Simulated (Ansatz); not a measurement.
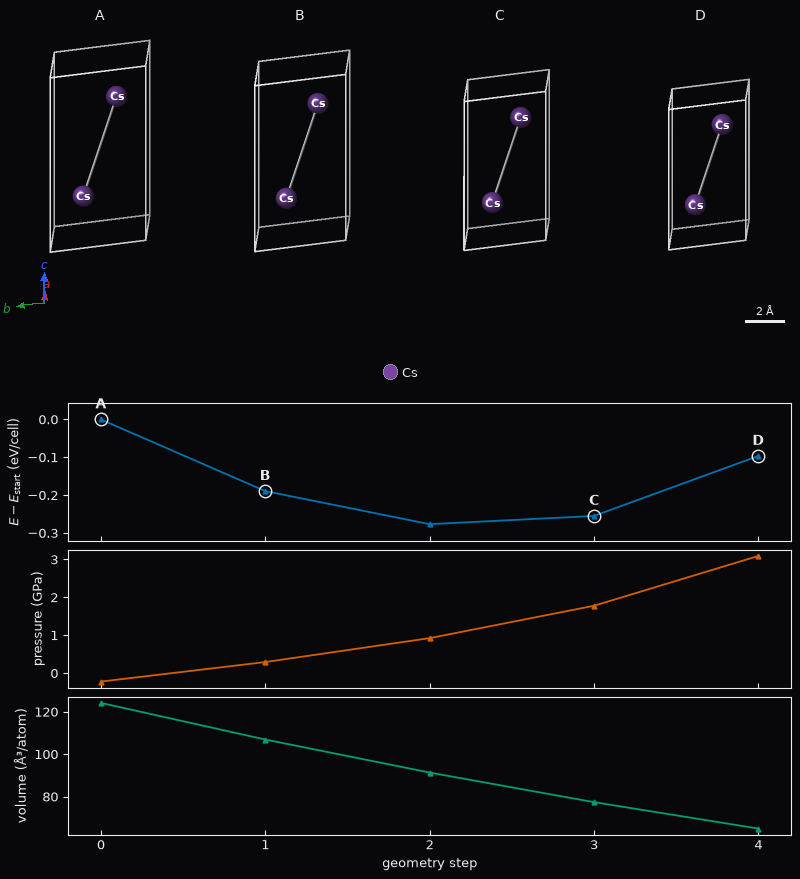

Frames of a relaxation of crystalline Cs (set up in P6_3/mmc) (coarse preliminary run), marked on the history of the run. The picture is a ball-and-stick view of the cell of the calculation, seen from a free direction.

Case: input drawn at random.

These are results of DFT PBE, scalar-relativistic, plane waves, PAW (Ansatz), not measurements.

Input
```yaml
crystal:
  lattice:
    - [5.5663060538, 0.0, 0.0]
    - [-2.7831530269, 4.8205624479, 0.0]
    - [0.0, 0.0, 9.25847896]
  atoms:
    - { symbol: Cs, position: [0.3333333333, 0.6666666667, 0.25] }
    - { symbol: Cs, position: [0.6666666667, 0.3333333333, 0.75] }
basis:
  ecutwfc: "15 Ry"
kpoints:
  mp_grid: { kspacing: 1.2 }
hamiltonian:
  xc: pbe
scf:
  occupations: { method: gaussian, width: 0.1 }
  lower_state_search: "off"
output:
  forces: true
  stress: true
  eigenvalues: true
relax:
  adjacent_minimum: "off"
  f_tol: 0.01
  max_steps: 5
  cell: { p_target: 60 }
```

Launched with:
```bash
ansatz run input.yaml --threads 1 --pin off --max-ram 1331MiB --backend cpu --events-out ev --progress --plain --runs-dir out
```

Describe the path.

Answer. The relaxation stopped without meeting its thresholds, so the last structure isn't shown to be converged. It used up its limit of 5 steps. The atoms keep their places relative to the cell (all moves are under 0.005 Å). The volume changes by −47.7 %, with a = b 5.566 → 4.487 Å (−19.4 %), c 9.258 → 7.451 Å (−19.5 %). Some distances before and after: Cs1–Cs2 5.635 → 4.538 Å, Cs1–Cs1 5.566 → 4.487 Å. The space group stays P6_3/mmc (No. 194). The energy falls by 96.4 meV per cell of the calculation in 4 geometry steps. With the target pressure of 60 GPa, the enthalpy E + pV changes by −44.477 eV per cell of the calculation. All forces vanish by symmetry, so only the cell relaxes. Pressure: −0.22 GPa at the start and 3.09 GPa at the end. From step 0 to 1: volume −13.9 %, energy −0.189 eV per cell of the calculation. From step 1 to 3: volume −27.6 %, energy −65.7 meV per cell of the calculation. From step 3 to 4: volume −16.1 %, energy +0.158 eV per cell of the calculation.

```tsv
step	E − E(0), meV/atom	pressure, GPa	volume, Å³/atom
0	0.00	-0.22	124.215
1	-94.56	0.29	106.950
2	-138.24	0.92	91.370
3	-127.39	1.78	77.412
4	-48.18	3.09	64.960
```

Limits of the set-up: the cutoff lies below the recommended one.
